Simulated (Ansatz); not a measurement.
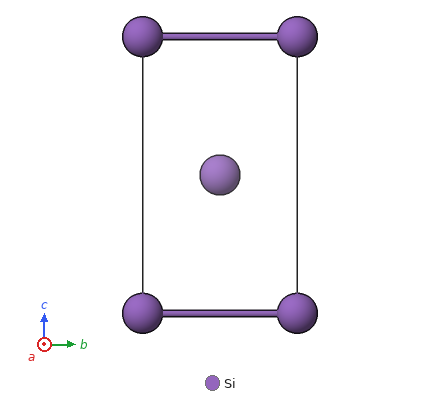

The structure, seen along [100]; the drawing may span several cells.

Structure (in its standard cell), coordinates from a relaxation with Ansatz 0.2.0, DFT r2SCAN, scalar-relativistic, plane waves, PAW; the starting structure was generated, so it need not be a known form of this composition:

```yaml
crystal:
  lattice:
    - [2.52378, 0.00000, 0.00000]
    - [0.00000, 2.52378, 0.00000]
    - [0.00000, 0.00000, 4.51045]
  atoms:
    - { symbol: Si, position: [0.00000, 0.00000, 0.00000] }
    - { symbol: Si, position: [0.50000, 0.50000, 0.50000] }
```

**What does the kinematic electron diffraction pattern along [100] look like at 80 kV (B = 1 Å²)?**

The spots form a centred rectangular net (close to hexagonal) whose two shortest vectors correspond to d = 2.26 Å and 2.20 Å, 60.8° apart. They are 0 0 2 and 0 1 1. The pattern has symmetry 2mm (to the eye close to 6mm). The lattice centring (I) removes all reflections that break h + k + l = 2n.

Strongest reflections with d > 0.80 Å, one of each family (|F|² from tabulated Gaussian fits of the electron scattering factors, times a small damping for the curvature of the Ewald sphere):

```json
{"hkl": "0 0 2", "d (Å)": "2.255", "I (strongest = 100)": "100"}
{"hkl": "0 1 1", "d (Å)": "2.202", "I (strongest = 100)": "94"}
{"hkl": "0 1 3", "d (Å)": "1.292", "I (strongest = 100)": "17"}
{"hkl": "0 2 0", "d (Å)": "1.262", "I (strongest = 100)": "16"}
{"hkl": "0 0 4", "d (Å)": "1.128", "I (strongest = 100)": "11"}
{"hkl": "0 2 2", "d (Å)": "1.101", "I (strongest = 100)": "10"}
```

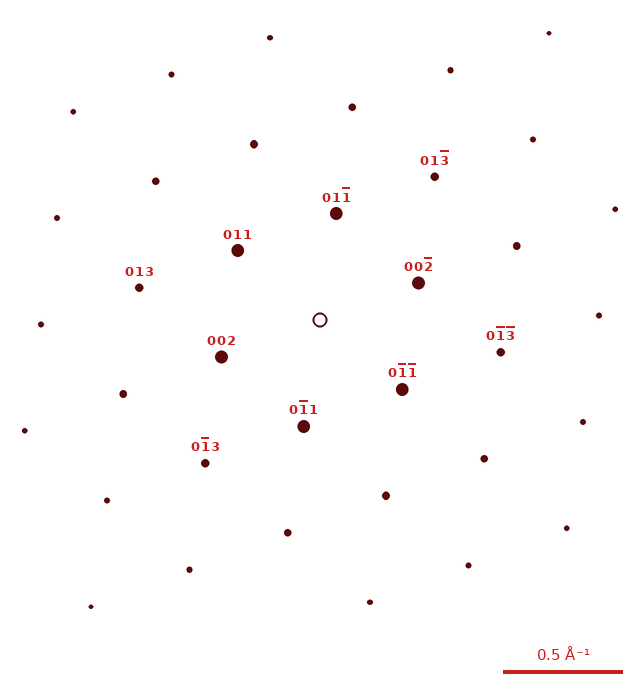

Calculated pattern, seen from the source side with [100] pointing towards the source.
